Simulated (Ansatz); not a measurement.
**Zr₇S₁₆ (cell charge −4, with a compensating background) (cell with a defect): density, localisation and related maps**

Input

```
crystal:
  lattice:
    - [-5.4525295546, 3.1480194061, 5.7227454284]
    - [5.4525295546, -3.1480194061, 5.7227454284]
    - [3.6350197031, 6.2960388123, -5.7227454284]
  atoms:
    - { symbol: Zr, position: [0.875, 0.375, 0.25] }
    - { symbol: Zr, position: [0.3125, 0.0625, 0.375] }
    - { symbol: Zr, position: [0.75, 0.75, 0.5] }
    - { symbol: Zr, position: [0.625, 0.125, 0.75] }
    - { symbol: Zr, position: [0.125, 0.625, 0.75] }
    - { symbol: Zr, position: [0.0, 0.0, 0.0] }
    - { symbol: Zr, position: [0.5, 0.5, 0.0] }
    - { symbol: S, position: [0.3359560279, 0.1692893612, 0.25] }
    - { symbol: S, position: [0.8359560279, 0.6692893612, 0.25] }
    - { symbol: S, position: [0.2109560279, 0.5442893612, 0.5] }
    - { symbol: S, position: [0.7109560279, 0.0442893612, 0.5] }
    - { symbol: S, position: [0.5859560279, 0.4192893612, 0.75] }
    - { symbol: S, position: [0.0859560279, 0.9192893612, 0.75] }
    - { symbol: S, position: [0.9609560279, 0.2942893612, 0.0] }
    - { symbol: S, position: [0.4609560279, 0.7942893612, 0.0] }
    - { symbol: S, position: [0.4140439721, 0.5807106388, 0.25] }
    - { symbol: S, position: [0.9140439721, 0.0807106388, 0.25] }
    - { symbol: S, position: [0.2890439721, 0.9557106388, 0.5] }
    - { symbol: S, position: [0.7890439721, 0.4557106388, 0.5] }
    - { symbol: S, position: [0.6640439721, 0.8307106388, 0.75] }
    - { symbol: S, position: [0.1640439721, 0.3307106388, 0.75] }
    - { symbol: S, position: [0.0390439721, 0.7057106388, 0.0] }
    - { symbol: S, position: [0.5390439721, 0.2057106388, 0.0] }
total_charge: -4
basis:
  ecutwfc: 420
kpoints:
  mp_grid: { grid: [4, 4, 4] }
hamiltonian:
  xc: pbe
  dispersion: d3bj
scf:
  occupations: { method: gaussian, width: 0.05 }
output:
  forces: true
  stress: true
  eigenvalues: true
  write_density: true
  write_potential: true
  elf: true
  volumetric_format: npy
relax:
  adjacent_minimum: "off"
  f_tol: 0.02
  max_steps: 60
  escape_saddle: false
```

Run with:

```sh
ansatz run input.yaml --threads 4 --pin off --max-ram 9216MiB --backend cpu --events-out ev --progress --plain --runs-dir out
```

The fields are those of the relaxed geometry.

The calculation used DFT PBE+D3(BJ), scalar-relativistic, plane waves, PAW (Ansatz).

In a PAW calculation such maps are meaningful between the atoms, not at the nuclei.

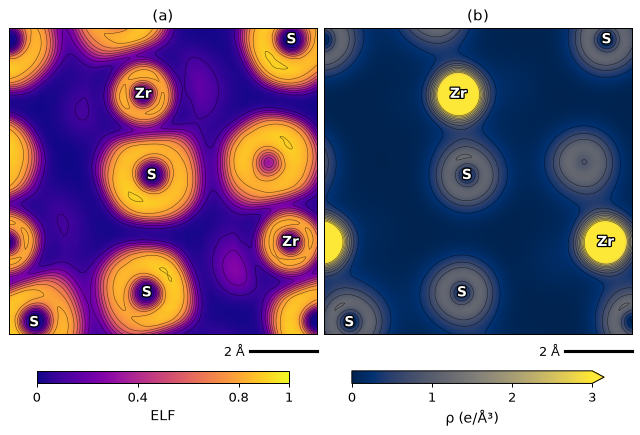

Figure 1. (a) electron localisation function; (b) valence pseudo-density on the (001) plane of the calculation cell.

Question: What does the map show?

Answer: The plane passes through Zr and S nuclei. Atoms just off the plane (S, 0.4 Å away) can leave unmarked features too. Zr–S (2.44 Å): ρ is about 0.55 e/Å³ halfway; the ELF peaks at about 0.85 in the valence shell of S, 0.8 Å from its nucleus, and is about 0.40 at the midpoint. Between the atoms the lowest density in this plane is 0.01 e/Å³. The features right at Zr lie inside the PAW spheres, where the map follows smoothed inner orbitals and isn't to be read closely.

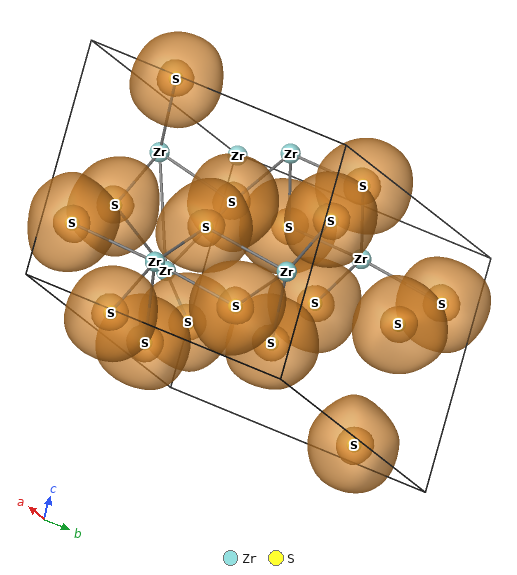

Figure 2. Isosurface of the electron localisation function at 0.65 (orange), seen at an oblique angle. Only the valence region is drawn (cores and ρ < 0.01 e/Å³ removed). Sticks mark near contacts.

Question: Describe the localisation domains.

Answer: The surface consists of 16 regions wrapped around S (the valence shell of each), counted in one cell of 23 atoms. Any copies at cell faces, edges or corners count once. Profiles from the grid: Zr–S (2.39 Å): the ELF peaks at about 0.80 in the valence shell of S, 0.8 Å from its nucleus, and is about 0.35 at the midpoint. Zr–Zr (3.22 Å): the ELF is about 0.20 at the midpoint: no localised pair shows between them.

Question: Metal or insulator at this level of theory?

Answer: It is gapped, with a Kohn–Sham gap of 0.53 eV on the k-point mesh, an upper bound to the gap of this method.
